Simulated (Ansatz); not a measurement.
Read the following structure.

```xyz
4
Lattice="2.5122 0.0000 0.0000 -1.2561 2.1756 0.0000 0.0000 0.0000 8.3432" Properties=species:S:1:pos:R:3 pbc="T T T"
B     0.0000    1.4504    2.0858
B     1.2561    0.7252    6.2574
N     0.0000    1.4504    6.2574
N     1.2561    0.7252    2.0858
```

Interpret the file: composition, symmetry and coordination.

Answer. The solid is BN. The space group is P6_3/mmc (No. 194); the lattice is primitive hexagonal. With Z = 2, the cell contains 2 B, 2 N. The polyhedra are BN3 triangles; they share corners. Each B has three N in a trigonal planar arrangement at 1.45 Å. Each N has three B in a trigonal planar arrangement at 1.45 Å. The bonds build BN layers parallel to (001).

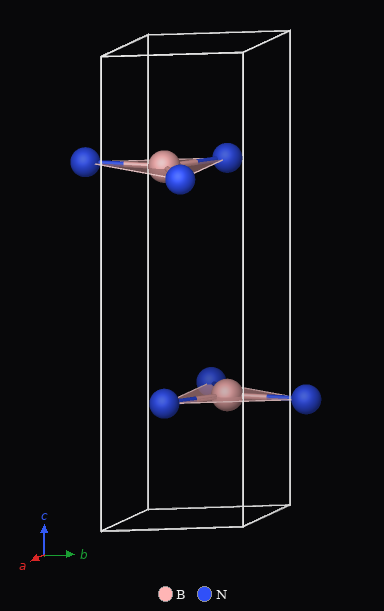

Shown here is a polyhedral view of the crystal, taken slightly off an axis. Thin lines show the conventional unit cell, with boundary atoms drawn in all their periodic places. Some neighbours outside the box are added. Colours: boron pink, nitrogen blue.

The model was built from a structure listed in the Materials Project. Earlier steps of the study may have refined or changed the cell and positions. It was run through Ansatz as a DFT input.
